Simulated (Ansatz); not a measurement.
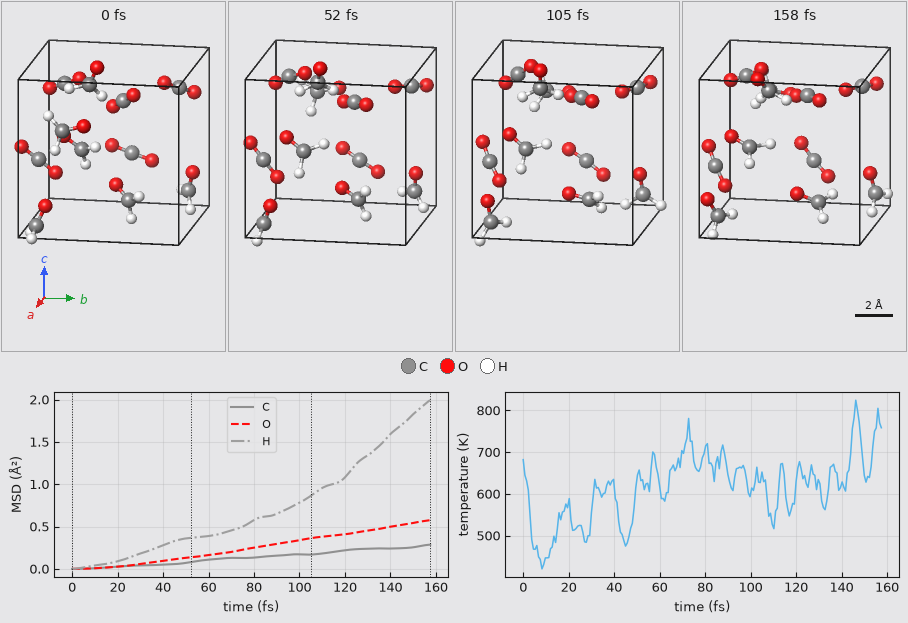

A Born-Oppenheimer molecular dynamics run of a periodic cell with 5 CO2 + 6 H2CO at 0.955 g/cm³, 158 fs long. Frames and the history of the run. Style: ball-and-stick. Shown: the simulation cell, slightly off an axis. Atoms that leave the cell re-enter on the other side.

These are results of DFT LDA, scalar-relativistic, plane waves, PAW in Ansatz 0.2.0, not measurements. Run with plane-wave cutoff 420 eV; k-point mesh 1 × 1 × 1; Fermi-Dirac smearing 0.05 eV; low-accuracy preset; Langevin thermostat (NVT); set temperature 700 K; time step 0.75 fs; H given the mass 2.014 u; friction 0.02 per fs.

Input
```yaml
accuracy: low
crystal:
  lattice:
    - [8.862095, 0.0, 0.0]
    - [0.0, 8.862095, 0.0]
    - [0.0, 0.0, 8.862095]
  atoms:
    - { symbol: C, position: [0.01826338, 0.51806035, 0.31343836] }
    - { symbol: O, position: [0.01413093, 0.6421877, 0.27069698] }
    - { symbol: O, position: [0.0228961, 0.39467802, 0.35730229] }
    - { symbol: C, position: [0.11256856, 0.83118951, 0.76493772] }
    - { symbol: O, position: [0.20843498, 0.75684461, 0.81569475] }
    - { symbol: O, position: [0.01672514, 0.90650994, 0.71564002] }
    - { symbol: C, position: [0.52692229, 0.03373375, 0.37592897] }
    - { symbol: O, position: [0.53209376, -0.0722425, 0.45293758] }
    - { symbol: O, position: [0.52263871, 0.13834932, 0.29684569] }
    - { symbol: C, position: [0.42895771, 0.54327195, 0.74735557] }
    - { symbol: O, position: [0.34449069, 0.46317158, 0.68663324] }
    - { symbol: O, position: [0.51451013, 0.62267093, 0.80764701] }
    - { symbol: C, position: [0.46820395, 0.18463932, 0.84924928] }
    - { symbol: O, position: [0.53093543, 0.28898232, 0.89971318] }
    - { symbol: O, position: [0.4049466, 0.08015673, 0.80036248] }
    - { symbol: O, position: [0.25643488, 0.94293788, 0.27091408] }
    - { symbol: C, position: [0.21866873, 0.90887748, 0.14501365] }
    - { symbol: H, position: [0.11061481, 0.84644631, 0.12170621] }
    - { symbol: H, position: [0.29104, 0.93488438, 0.04319591] }
    - { symbol: O, position: [0.57851097, 0.52600856, 0.25310006] }
    - { symbol: C, position: [0.64398246, 0.61747111, 0.1755296] }
    - { symbol: H, position: [0.72999849, 0.69875046, 0.2236517] }
    - { symbol: H, position: [0.61784888, 0.62946442, 0.05283238] }
    - { symbol: O, position: [0.70777952, 0.2255529, 0.57816295] }
    - { symbol: C, position: [0.7108266, 0.33825073, 0.49987203] }
    - { symbol: H, position: [0.78314029, 0.43679847, 0.53625289] }
    - { symbol: H, position: [0.64493371, 0.34941512, 0.39034497] }
    - { symbol: O, position: [0.85324231, 0.46049736, 1.05794016] }
    - { symbol: C, position: [0.81665802, 0.40610609, 0.93891477] }
    - { symbol: H, position: [0.74974746, 0.47055099, 0.8529541] }
    - { symbol: H, position: [0.83447153, 0.28337728, 0.91252779] }
    - { symbol: O, position: [0.89011516, 0.14459621, 0.1777783] }
    - { symbol: C, position: [0.90844035, 0.09125556, 0.05452453] }
    - { symbol: H, position: [0.81467871, 0.03834073, -0.01267938] }
    - { symbol: H, position: [1.02388562, 0.08516177, 0.00062634] }
    - { symbol: O, position: [-0.02572499, 0.40039714, 0.71426542] }
    - { symbol: C, position: [-0.01956768, 0.2684443, 0.6797652] }
    - { symbol: H, position: [0.01272434, 0.22951196, 0.56350697] }
    - { symbol: H, position: [-0.03821315, 0.17739937, 0.76620693] }
basis:
  ecutwfc: 420.0
kpoints:
  mp_grid: { grid: [1, 1, 1] }
hamiltonian:
  xc: lda
scf:
  occupations: { method: fermi_dirac, width: 0.05 }
  lower_state_search: "off"
md:
  timestep: 0.75
  n_steps: 210
  ensemble: nvt_langevin
  temperature: 700.0
  initial_velocities: maxwell_boltzmann
  seed: 729344
  friction: 0.02
  masses: [{ species: H, mass: 2.014 }]
```

Run as
```bash
ansatz run input.yaml --threads 1 --pin off --max-ram 3072MiB --backend cpu --events-out ev --progress --plain --runs-dir out
```

What happens in this trajectory?

Answer. The mean temperature in the second half is 649 K (standard deviation 60 K). The potential energy in the second half lies on average 59.1 meV per atom above the first frame. Root-mean-square distances from the starting positions over the second half, with the common drift of all atoms taken out: H 1.08 Å, O 0.64 Å, C 0.45 Å. The heavy atoms stay within a fraction of a molecule's size of their starting places, while the hydrogen atoms travel further, as molecules turn; so short a run doesn't tell a liquid from a solid.

Limits of the set-up: the program's low-accuracy preset was used; masses were changed (H 2.014 u), which shifts the vibrations.

Cost: 14 min on 1 thread of Arm Neoverse V1, with other jobs on the host, peak memory 0.54 GiB.
